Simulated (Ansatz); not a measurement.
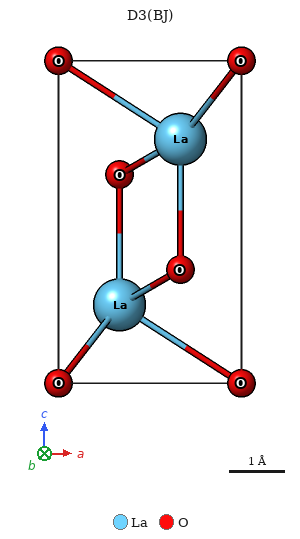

Crystalline La2O3 (set up in P-3m1), relaxed (cell and atoms) with several dispersion corrections. The picture shows the result with D3(BJ). Style: ball-and-stick. Shown: the cell of the calculation, along the b axis.

Computed with Ansatz 0.2.0: PBEsol, Ansatz PAW. Set-up: plane-wave cutoff 420 eV; k-point mesh 8 × 8 × 5; occupations fermi-dirac; smearing width 0.05 eV; no spin polarisation; cell and atoms relaxed; force threshold 0.01 eV/Å.

| dispersion correction | volume (Å³/atom) | a (Å) | c (Å) |
| --- | --- | --- | --- |
| D3(BJ) | 15.565 | 3.890 | 5.939 |
| D3(BJ)-ATM | 15.614 | 3.892 | 5.952 |
| D4 | ? | ? | ? |
| none | 15.963 | 3.906 | 6.041 |

### Estimate the missing row from the others, and compare with the calculation.

With D4 the volume falls between D3(BJ)-ATM (15.614) and none (15.963). The calculation gives 15.736 Å³/atom (a = 3.895 Å, c = 5.987 Å). In order of volume: D3(BJ) < D3(BJ)-ATM < D4 < none; the spread is 2.6 %.

Each member starts from this one structure; whether another phase lies lower wasn't checked.
